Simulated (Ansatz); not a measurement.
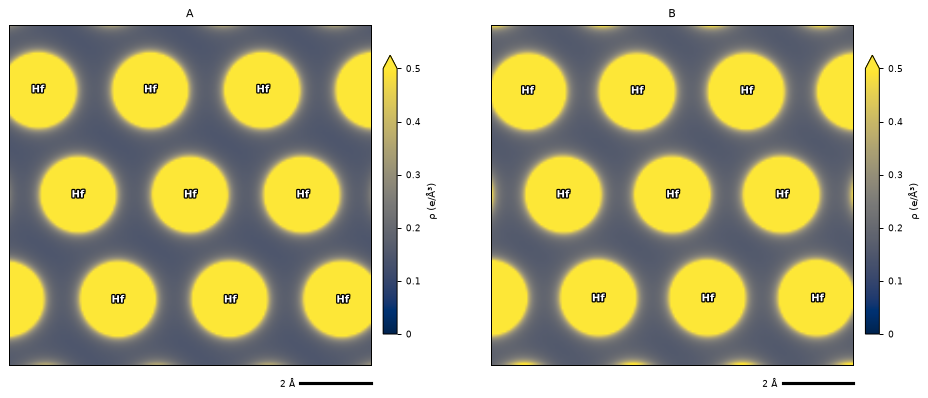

Hf. The valence pseudo-density of two cells that differ in size and shape, on the (001) plane of each (indices in the axes of the calculation cell), at one length scale and on one colour scale: A has 24.7 Å³ an atom and B 22.9.

Space group I4/mmm.

Method: DFT PBEsol, scalar-relativistic, plane waves, PAW (Ansatz).

The density is the valence pseudo-density of a PAW calculation; it isn't the true density close to the nuclei.

The larger cell:

```
CELL_PARAMETERS angstrom
-1.89525 1.80500 1.80500
1.89525 -1.80500 1.80500
1.89525 1.80500 -1.80500
ATOMIC_POSITIONS crystal
Hf 0.00000 0.00000 0.00000
```

The smaller cell: a = 3.101 Å, b = 3.101 Å, c = 3.101 Å, α = 110.83°, β = 108.79°, γ = 108.79°.

Question: What changes from the larger cell to the smaller?

Answer: From the larger cell to the smaller, Hf–Hf goes from 3.18 to 3.10 Å, and the density at its midpoint from 0.17 to 0.19 e/Å³; the pressure goes from −12 to −7 GPa.
